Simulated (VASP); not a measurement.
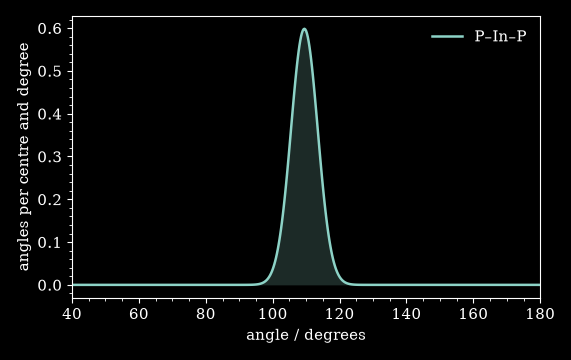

Bond-angle distributions computed from the structure of InP; each angle is a Gaussian of σ = 4.0°. Bonds counted: In–P up to 3.04 Å. It is based on the geometry relaxed with VASP, VASP Kohn-Sham DFT of a periodic cell, PBE, VASP PAW PBE potentials, materialsproject.

Question: Where do the angles cluster?

Answer: P–In–P: 109° (6 per centre)

Question: What coordination geometry do the angles point to, counting the bonds named above alone?

Answer: In has 4 P neighbours in a tetrahedral arrangement.

The structure has space group F-43m (No. 216); other forms of this composition would give other results.
